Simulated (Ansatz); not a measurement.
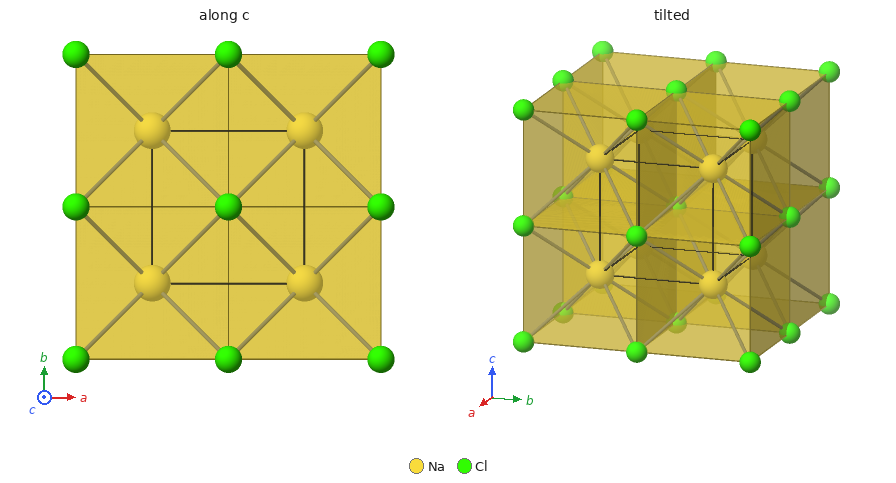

Shown here is a polyhedral view of the crystal, taken along the c axis and slightly off an axis. Atoms at the boundary of the conventional unit cell (the box) are drawn once for each face, edge or corner they touch. A few atoms beyond the faces are included.

NaCl, space group Pm-3m (No. 221), a = 3.51 Å, b = 3.51 Å, c = 3.51 Å, α = 90.00°, β = 90.00°, γ = 90.00°.

Level of theory and settings: Ansatz, DFT PBE, scalar-relativistic, plane waves, PAW, plane waves up to 420 eV, a 6×6×6 grid in reciprocal space, Gaussian smearing of 0.02 eV, no spin polarisation.

What is the band gap, if any?

An insulator at this level, with a gap of 3.97 eV on the k-mesh (the true edges may lie between mesh points, so the gap can be somewhat smaller).

The initial geometry was a structure listed in the Materials Project. Earlier steps of the study may have refined or changed the cell and positions. Ansatz was used for an electronic-structure calculation on it.
